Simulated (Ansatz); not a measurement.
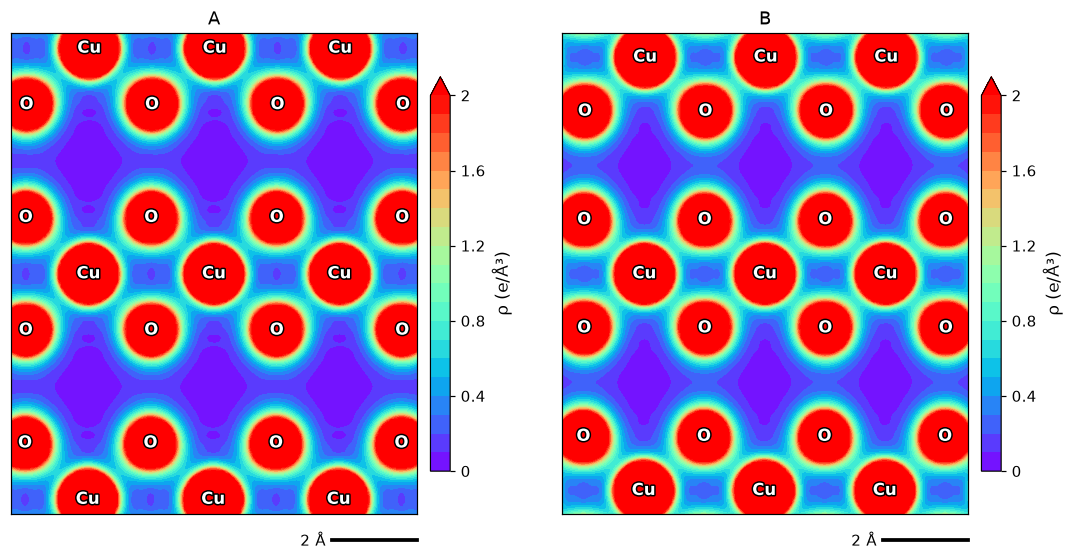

CuO. The valence electron density of two cells that differ in size, on the (010) plane of each (indices in the axes of the calculation cell), at one length scale and on one colour scale; one has 10.1 and the other 11.4 Å³ an atom.

Theory: Kohn-Sham DFT of a periodic cell, r2SCAN, Ansatz PAW in Ansatz 0.2.0.

The larger cell:

```cif
data_structure
_symmetry_space_group_name_H-M 'P 1'
_symmetry_Int_Tables_number 1
_cell_length_a 2.9360
_cell_length_b 2.9360
_cell_length_c 5.2779
_cell_angle_alpha 89.807
_cell_angle_beta 89.806
_cell_angle_gamma 89.223
_cell_volume 45.49
loop_
_atom_site_label
_atom_site_type_symbol
_atom_site_fract_x
_atom_site_fract_y
_atom_site_fract_z
_atom_site_occupancy
Cu1 Cu 0.00000 0.50000 0.00000 1
Cu2 Cu 0.50000 0.00000 0.50000 1
O1 O 0.99842 0.00167 0.74989 1
O2 O 0.00158 0.99833 0.25011 1
```

The smaller cell: a = 2.821 Å, b = 2.821 Å, c = 5.071 Å, α = 89.81°, β = 89.81°, γ = 89.22°.

Which panel shows the smaller cell, and what does the compression change?

Answer. Panel B is the smaller cell, by 11 % in volume. From the larger cell to the smaller, Cu–O goes from 1.97 to 1.90 Å, and the density at its midpoint from 0.61 to 0.73 e/Å³; the pressure goes from −9 to 12 GPa.
